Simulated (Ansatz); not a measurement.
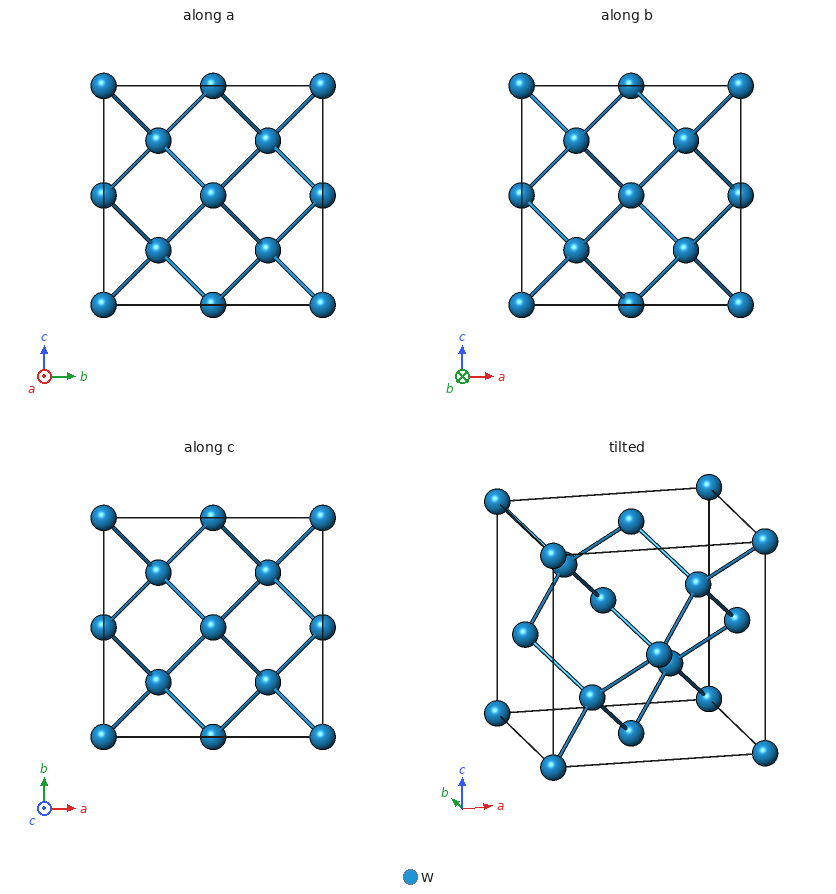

Drawn in the ball-and-stick manner and seen along the a axis, along the b axis, along the c axis and slightly off an axis. The edges of the conventional unit cell are marked.

Lattice parameters: a = 5.9148 Å, b = 5.9148 Å, c = 5.9148 Å, α = 90.000°, β = 90.000°, γ = 90.000°.

**Record the structure as a CIF with its space group and independent sites.**

```cif
data_structure
_symmetry_space_group_name_H-M 'F d -3 m :1'
_symmetry_Int_Tables_number 227
_cell_length_a 5.9148
_cell_length_b 5.9148
_cell_length_c 5.9148
_cell_angle_alpha 90.000
_cell_angle_beta 90.000
_cell_angle_gamma 90.000
_cell_volume 206.93
loop_
_atom_site_label
_atom_site_type_symbol
_atom_site_symmetry_multiplicity
_atom_site_Wyckoff_symbol
_atom_site_fract_x
_atom_site_fract_y
_atom_site_fract_z
_atom_site_occupancy
W1 W 8 a 0.2500 0.7500 0.7500 1
```

The structure was taken from a structure type filled with this element by a generator (whether the element takes this form wasn't checked). Relaxation method: Ansatz 0.2.0, DFT, BLYP, plane waves (420 eV) with PAW, scalar-relativistic.
